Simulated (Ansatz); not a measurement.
A series of calculations on SnS₂

**1. A change**

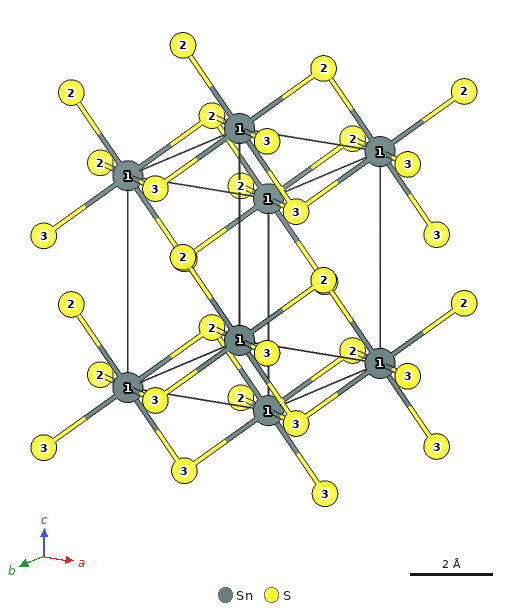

This is solid SnS$_{2}$ (built on the 1T (CdI2) bulk type). The picture is a ball-and-stick view of the cell of the calculation, seen from a free direction.

The calculation used Ansatz 0.2.0, DFT, r2SCAN, plane waves, PAW. (plane-wave cutoff 500 eV; k-point mesh 12 × 12 × 4; occupations fixed; no spin polarisation)

Now this is done to it. The cell is strained by +0.5 % along c and none across it (volume +0.5 %) and the S atoms are displaced by 0.01 Å relative to the cell: S2 0.01 Å along −c. No relaxation follows.

Input file:
```yaml
crystal:
  lattice:
    - [3.6607548086, 0.0, 0.0]
    - [-1.8303774043, 3.1703066613, 0.0]
    - [0.0, 0.0, 5.9915897883]
  atoms:
    - { symbol: Sn, position: [0.0, 0.0, 0.0] }
    - { symbol: S, position: [0.3333333333, 0.6666666667, 0.2445303665] }
    - { symbol: S, position: [0.6666666667, 0.3333333333, 0.7554696335] }
kpoints:
  mp_grid: { grid: [12, 12, 4] }
  band_path:
    path:
      - [0.0, 0.0, 0.0]
      - [0.5, 0.0, 0.0]
      - [0.3333333333, 0.3333333333, 0.0]
      - [0.0, 0.0, 0.5]
      - [0.5, 0.0, 0.5]
      - [0.3333333333, 0.3333333333, 0.5]
      - [0.0, -0.5, 0.25]
      - [-0.088542, 0.177083, 0.0]
      - [0.0, 0.463542, 0.325521]
    npoints: 1
hamiltonian:
  xc: r2scan
scf:
  occupations: { method: fixed }
  n_extra_bands: 4
output:
  forces: true
  stress: true
  eigenvalues: true
  write_density: true
  write_potential: true
  elf: true
  volumetric_format: npy
```

Launched with:
```bash
ansatz run input.yaml --threads 4 --pin off --max-ram 4608MiB --backend cpu --events-out ev --progress --plain --runs-dir out
```

> What does the calculation give for the changed structure?

The space group stays P-3m1 (No. 164). The energy changes by less than 1 meV per atom. Pressure: 0.9 GPa before, 0.8 GPa after. The largest forces, 0.039 eV/Å, act on S2 and S3.

**2. Distortion**

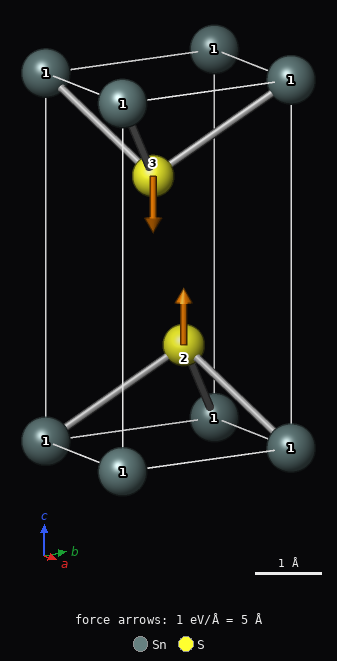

A changed version of crystalline SnS2 (built on the 1T (CdI2) bulk type), with the computed forces as orange arrows. Besides, the cell is strained by −4.6 % along c and +5.0 % across it (volume +5.2 %). A ball-and-stick model of the cell of the calculation, seen slightly off an axis.

The calculation used Ansatz, DFT, PBE, plane waves, PAW. Set-up: plane-wave cutoff 420 eV; k-point mesh 12 × 12 × 4; occupations fermi dirac; smearing width 0.02 eV; no spin polarisation.

Question: Where do the forces point?

Answer: The atoms keep their fractional coordinates. No relaxation follows. Energy change: +24.5 meV per atom. The pressure goes from 3.1 to −1.3 GPa. The principal stresses (compression positive) are 2.6 GPa along c and −3.3 GPa across it. The largest forces, 0.18 eV/Å, act on S2 and S3; on S2 it points along +c. Near-neighbour distances before and after: S–Sn 2.571 → 2.623 Å. The space group stays P-3m1 (No. 164).

**3. Distortion**

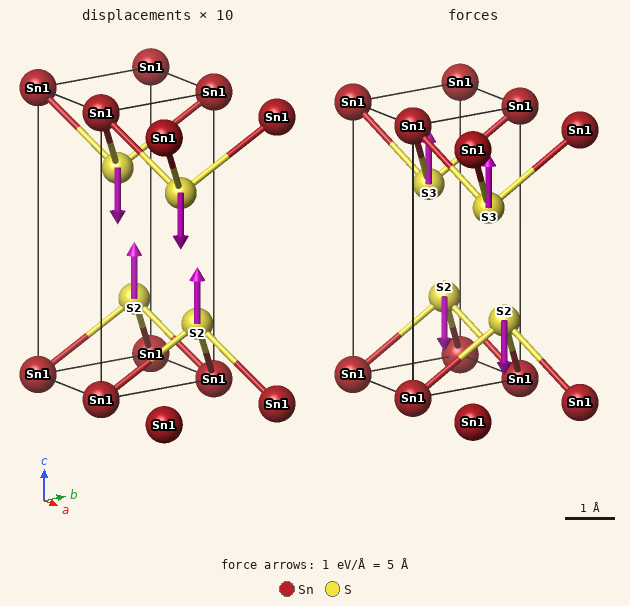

Left: solid SnS$_{2}$ (built on the 1T (CdI2) bulk type), with purple arrows for the displacements applied to it (without the part that the change of the cell carries along). Right: the displaced structure with the computed forces. Besides, all lengths are scaled by −5.0 % (volume −14.3 %). A ball-and-stick model of the cell of the calculation, repeated 2 × 1 × 1 with one cell outlined, seen slightly off an axis.

Method: DFT, HSE06, plane waves, PAW (Ansatz). Settings: plane-wave cutoff 420 eV; k-point mesh 6 × 6 × 4; occupations fixed; no spin polarisation.

> How do the forces relate to the distortion?

The S atoms are displaced by 0.12 Å relative to the cell: S3 0.12 Å along −c. No relaxation follows. Some distances before and after: S–Sn 2.571 → 2.512 Å. The space group stays P-3m1 (No. 164). Energy change: +108 meV per atom. The pressure goes from −0.1 to 9.9 GPa. The principal stresses (compression positive) are 4.9 GPa along c and 12.5 GPa across it. The largest forces, 0.23 eV/Å, act on S2 and S3; on S2 it points along −c. The forces point straight back along the displacements (cosine −1.00).
